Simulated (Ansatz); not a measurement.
## Electronic structure of Ti$_{3}$Al$_{11}$ (slab) in real space

The calculation's input:

```
crystal:
  lattice:
    - [3.8453468584, 0.0, 0.0]
    - [0.0, 3.8453468584, 0.0]
    - [0.0, 0.0, 27.9342143898]
  atoms:
    - { symbol: Al, position: [0.5, 0.0, 0.2684879516] }
    - { symbol: Al, position: [0.0, 0.5, 0.2684879516] }
    - { symbol: Ti, position: [0.5, 0.5, 0.3456586344] }
    - { symbol: Al, position: [0.0, 0.0, 0.3456586344] }
    - { symbol: Al, position: [0.0, 0.5, 0.4228293172] }
    - { symbol: Al, position: [0.5, 0.0, 0.4228293172] }
    - { symbol: Ti, position: [0.0, 0.0, 0.5] }
    - { symbol: Al, position: [0.5, 0.5, 0.5] }
    - { symbol: Al, position: [0.5, 0.0, 0.5771706828] }
    - { symbol: Al, position: [0.0, 0.5, 0.5771706828] }
    - { symbol: Ti, position: [0.5, 0.5, 0.6543413656] }
    - { symbol: Al, position: [0.0, 0.0, 0.6543413656] }
    - { symbol: Al, position: [0.0, 0.5, 0.7315120484] }
    - { symbol: Al, position: [0.5, 0.0, 0.7315120484] }
basis:
  ecutwfc: 420
kpoints:
  mp_grid: { grid: [9, 9, 1] }
hamiltonian:
  xc: pbe
scf:
  occupations: { method: gaussian, width: 0.1 }
output:
  forces: true
  stress: true
  eigenvalues: true
  write_density: true
  write_potential: true
  elf: true
  volumetric_format: npy
efield:
  axis: 3
  dipole_correction: true
  ramp_width: 0.04
```

Run with:

```sh
ansatz run input.yaml --threads 1 --pin off --max-ram 2560MiB --backend cpu --events-out ev --progress --plain --runs-dir out
```

Not relaxed (largest force 0.6 eV/Å); computed without spin polarisation.

Computed with Ansatz, DFT PBE, scalar-relativistic, plane waves, PAW.

Core electrons are frozen (PAW), and the valence fields are smoothed inside the atomic spheres.

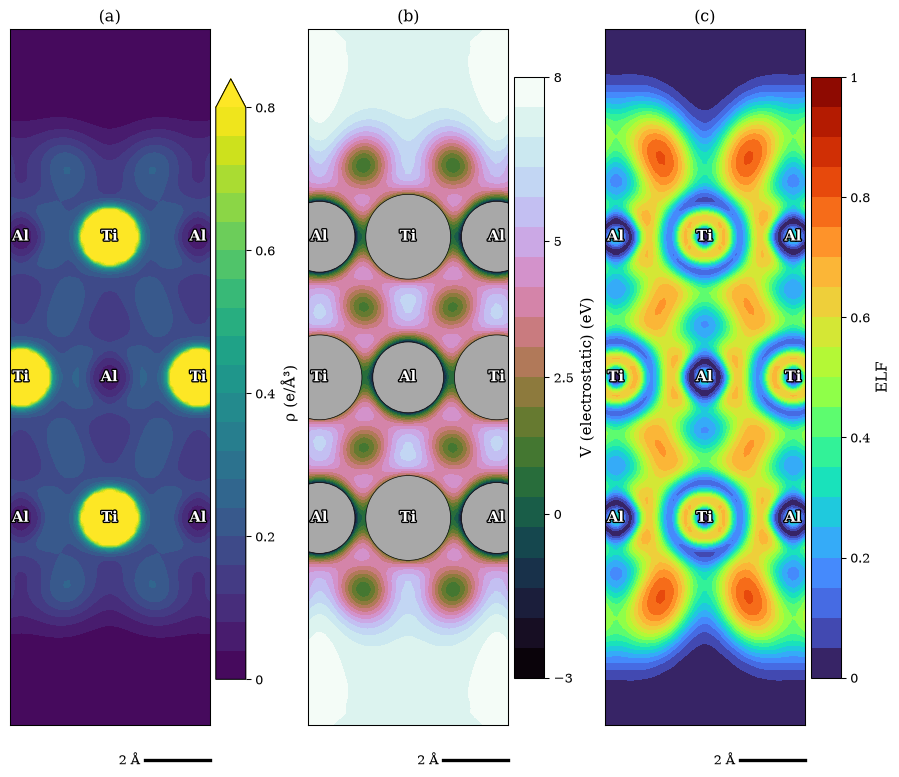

Figure 1. (a) valence charge density (pseudo); (b) electrostatic potential energy of an electron; (c) electron localisation function on the (11̄0) plane of the calculation cell, a cut from vacuum to vacuum. Grey discs cover the atomic cores in the potential map.

Read the bonding off the picture.

- The plane passes through Ti and Al nuclei.
- Ti–Al (2.72 Å): ρ at the midpoint is about 0.23 e/Å³; the ELF is about 0.35 at the midpoint.
- The density dies away to nearly zero in the vacuum.
- The features right at Ti lie inside the PAW spheres, where the map follows smoothed inner orbitals and isn't to be read closely.
- Outside the cores the potential energy rises away from the atoms and is highest in the vacuum; its zero is arbitrary.

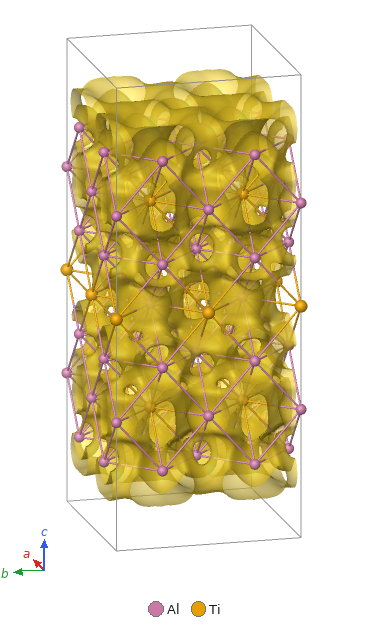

Figure 2. Isosurface of the ELF at 0.6 (yellow), seen at an oblique angle. Only the valence region is drawn (cores and ρ < 0.01 e/Å³ removed). Sticks mark near contacts.

Where are the electrons localised?

The ELF exceeds this value in sheets that run through the cell in two directions, counted in one cell of 14 atoms. Counts are for one cell; the picture repeats the cell along the surface.


Al–Al (2.72 Å): the ELF peaks at about 0.80 between the atoms.

Does the calculation give a band gap?

It is gapless in this calculation (a metal or semimetal).
